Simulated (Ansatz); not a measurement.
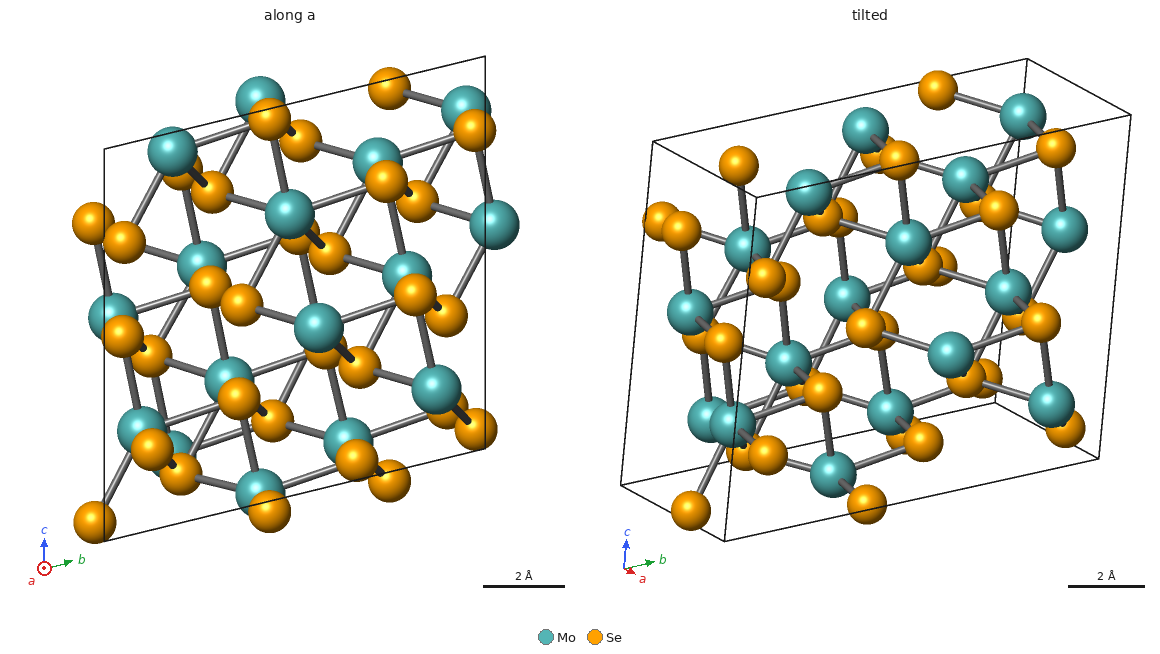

View along the a axis and slightly off an axis, drawn as a ball-and-stick model. The wireframe shows the simulation cell.

Mo₇Se₁₃, space group R3 (No. 146), a = 10.20 Å, b = 10.20 Å, c = 10.20 Å, α = 71.91°, β = 71.91°, γ = 71.91°.

Computational set-up: DFT PBE, scalar-relativistic, plane waves, PAW (Ansatz 0.2.0), a cutoff energy of 420 eV, k-point mesh 2×2×2, Gaussian smearing of 0.01 eV, collinear spins. The state is ferromagnetic, in a cell of 40 atoms.

What is the band gap, if any?

A semiconductor at this level, with a gap of 0.12 eV on the k-mesh (the true edges may lie between mesh points, so the gap can be somewhat smaller).

The model was built from a structure listed in the Materials Project, repeated into a supercell with a point defect put in. The atoms were relaxed in a fixed cell with Ansatz 0.2.0, DFT PBE, scalar-relativistic, plane waves, PAW.
